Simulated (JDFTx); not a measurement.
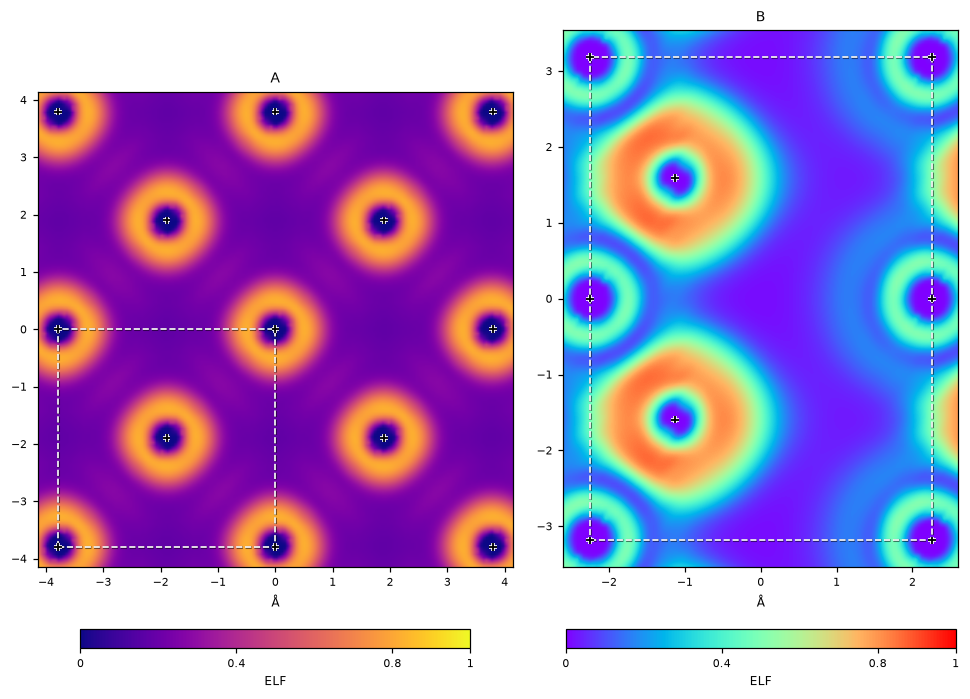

The electron localisation function of 2 systems, each on a plane through atoms (crosses mark nuclei in the plane).

Computed with Kohn-Sham DFT of a periodic cell, PBEsol, PseudoDojo-SR-PBEsol-0.4.1-standard in JDFTx.

System 1: Rh, the (010) plane of the conventional cell. Space group Fm-3m; computed pressure about −3 GPa in this cell.

```xyz
4
Lattice="3.7957 0.0000 0.0000 0.0000 3.7957 0.0000 0.0000 0.0000 3.7957" Properties=species:S:1:pos:R:3 pbc="T T T"
Rh    0.0000    0.0000    0.0000
Rh    1.8979    1.8979    0.0000
Rh    1.8979    0.0000    1.8979
Rh    0.0000    1.8979    1.8979
```

System 2: GaN, the (110) plane of the conventional cell. Space group F-43m; a structure from a database of computed crystals, not necessarily the ambient phase.

```yaml
crystal:
  lattice:
    - [4.50700, 0.00000, 0.00000]
    - [0.00000, 0.00000, -4.50700]
    - [0.00000, 4.50700, 0.00000]
  atoms:
    - { symbol: Ga, position: [0.50000, 0.50000, 0.00000] }
    - { symbol: Ga, position: [0.00000, 0.50000, 0.50000] }
    - { symbol: Ga, position: [0.00000, 0.00000, 0.00000] }
    - { symbol: Ga, position: [0.50000, 0.00000, 0.50000] }
    - { symbol: N, position: [0.25000, 0.75000, 0.25000] }
    - { symbol: N, position: [0.75000, 0.75000, 0.75000] }
    - { symbol: N, position: [0.75000, 0.25000, 0.25000] }
    - { symbol: N, position: [0.25000, 0.25000, 0.75000] }
```

Which map belongs to which system?

Answer. Panel A is system 1, Rh: the plane holds Rh. Rh–Rh (2.68 Å): the ELF is about 0.25 at the midpoint; no shared electron pair shows on this line. Panel B is system 2, GaN: the plane holds Ga and N. Ga–N (1.95 Å): the ELF peaks at about 0.85 in the valence shell of N, 0.6 Å from its nucleus, and is about 0.40 at the midpoint.
